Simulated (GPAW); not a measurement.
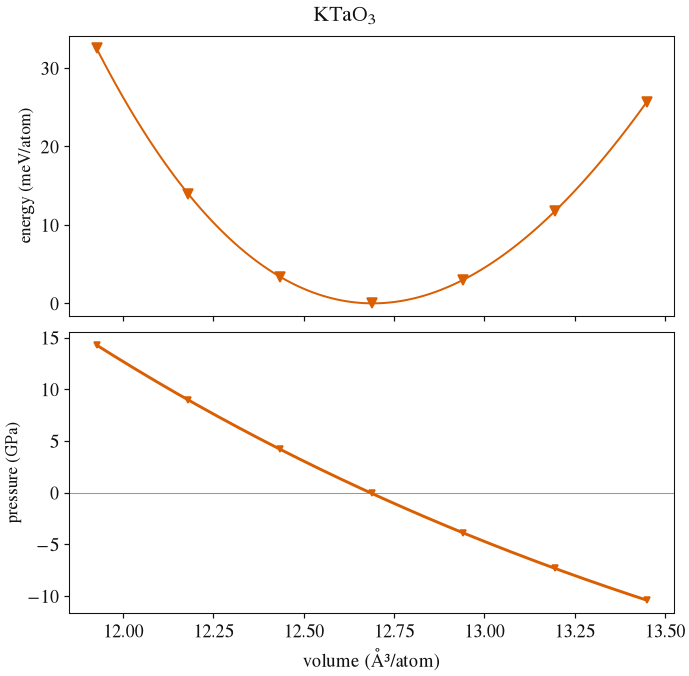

The figure shows the energy and pressure against volume for KTaO₃, space group Pm-3m (No. 221).

Cell as given: a = 3.988 Å, b = 3.988 Å, c = 3.988 Å, α = 90.00°, β = 90.00°, γ = 90.00°; 5 atoms.

Method: PAW DFT in plane waves, on a grid or in atomic orbitals, no spin polarisation; energies at scaled volumes of the given cell, shape and fractions fixed, counted from the fit's minimum, third-order Birch-Murnaghan fit (GPAW 26.7.0). Level: PBEsol.

```
         setting                                                value
          k mesh                                                7×7×7
     occupations                                          Fermi–Dirac
  smearing width                                              0.05 eV
      potentials  PAW data sets made by gpaw setup for the functional
     wave cutoff                                               800 eV
program settings                                             basis pw
```

Q: Give the fitted equation-of-state parameters.

A: A third-order Birch–Murnaghan fit gives V0 = 12.69 Å³/atom, B0 = 202 GPa and B′ = 4.5.

Q: Read off the course of the pressure.

A: It falls from 14.27 GPa at volume 11.93 Å³/atom to −10.40 GPa at 13.45 Å³/atom, and changes sign near 12.68 Å³/atom.

The computed values:

```json
{"volume (Å³/atom)": "11.93", "energy (meV/atom)": "32.49", "pressure (GPa)": "14.27"}
{"volume (Å³/atom)": "12.18", "energy (meV/atom)": "13.97", "pressure (GPa)": "8.96"}
{"volume (Å³/atom)": "12.43", "energy (meV/atom)": "3.40", "pressure (GPa)": "4.20"}
{"volume (Å³/atom)": "12.69", "energy (meV/atom)": "-0.01", "pressure (GPa)": "-0.07"}
{"volume (Å³/atom)": "12.94", "energy (meV/atom)": "3.01", "pressure (GPa)": "-3.90"}
{"volume (Å³/atom)": "13.20", "energy (meV/atom)": "11.74", "pressure (GPa)": "-7.33"}
{"volume (Å³/atom)": "13.45", "energy (meV/atom)": "25.61", "pressure (GPa)": "-10.40"}
```
